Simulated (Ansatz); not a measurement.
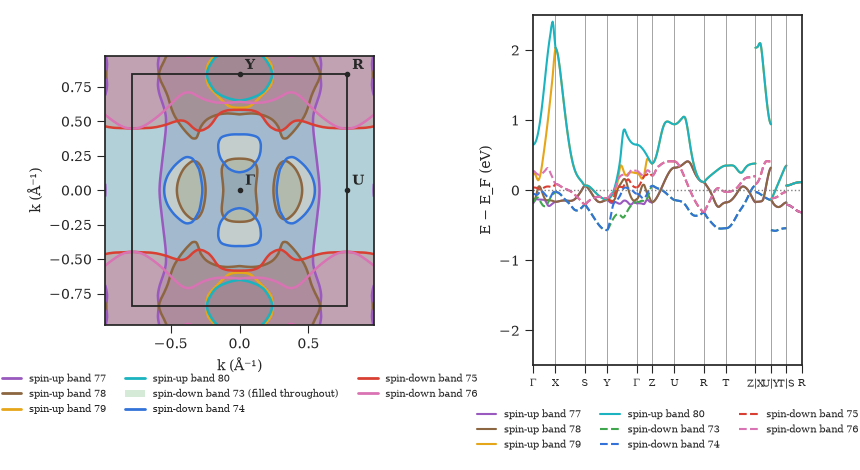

Co2Si (space group Pnma, No. 62): cut through the Fermi surface in the plane through Γ, U and Y, filled states shaded, and the bands that cross the Fermi level.

All numbers here come from DFT PBE, scalar-relativistic, plane waves, PAW; levels and slopes on a dense k mesh at the converged density in Ansatz. Collinear spin polarisation. k mesh for the levels: 18×22×12. The geometry was not relaxed (residual pressure −5 GPa).

> Give each band's level at the labelled points, in eV from the Fermi level.

```tsv
band	Γ	X	Z	U	Y	S
spin-up band 77	−0.19	−0.17	−0.17	+0.32	−0.14	+0.07
spin-up band 78	−0.13	−0.17	−0.17	+0.32	−0.14	+0.07
spin-up band 79	+0.24	+2.03	+0.38	+0.94	−0.13	+0.07
spin-up band 80	+0.65	+2.03	+0.38	+0.94	−0.13	+0.07
spin-down band 73	−0.17	−0.03	+0.07	−0.14	−0.57	−0.21
spin-down band 74	−0.05	−0.03	+0.07	−0.14	−0.57	−0.21
spin-down band 75	+0.04	+0.09	+0.20	+0.41	−0.12	−0.21
spin-down band 76	+0.28	+0.09	+0.20	+0.41	−0.12	−0.21
```

Negative values are filled states.

> What are the full three-dimensional sheets?

Spin-up band 77: two hole pockets on the T–Z line (each 0.23 % of the zone), only 50 meV deep and an open sheet between a filled part that runs through the repeated zones in all directions and an empty one that does so in two.
Spin-up band 78: one electron pocket centred at Γ (1.2 % of the zone) and a multiply connected open sheet, with filled and empty regions both running through the repeated zones in all directions (the band is filled at Γ, X, Z, Y and T and empty at U, S and R).
Spin-up band 79: one electron pocket centred at Y (3.1 % of the zone).
Spin-up band 80: one electron pocket centred at Y (2.2 % of the zone).
Spin-down band 73: one hole pocket centred at Z (0.28 % of the zone); mean Fermi speed 1.1 × 10⁵ m/s; weight Co (95 %).
Spin-down band 74: one hole pocket centred at Z (6.6 % of the zone) and two hole pockets on the Y–Γ line (each 0.86 % of the zone), only 40 meV deep; mean Fermi speed 1.1 × 10⁵ m/s; weight almost wholly on Co.
Spin-down band 75: an open sheet between a empty part that runs through the repeated zones in all directions and a filled one that does so in two; mean Fermi speed 1.0 × 10⁵ m/s.
Spin-down band 76: an open sheet between a empty part that runs through the repeated zones in all directions and a filled one that does so in two; weight almost wholly on Co.
A pocket cut by a face of the zone is counted once with the part on the opposite face.
Weights are shares of the states' density in the atoms' Voronoi cells.
The shape of the surface of spin-up band 77, spin-down band 74, spin-down band 75 and spin-down band 76 changes its kind within 0.03 eV of this level, so small parts may appear, vanish, join or separate.

The run ends with a net moment of 2.9 μB a cell, the order reached from its starting moments, not necessarily the lowest. Necks and pockets thinner than about two mesh steps aren't resolved, so separate pockets may in truth be joined.
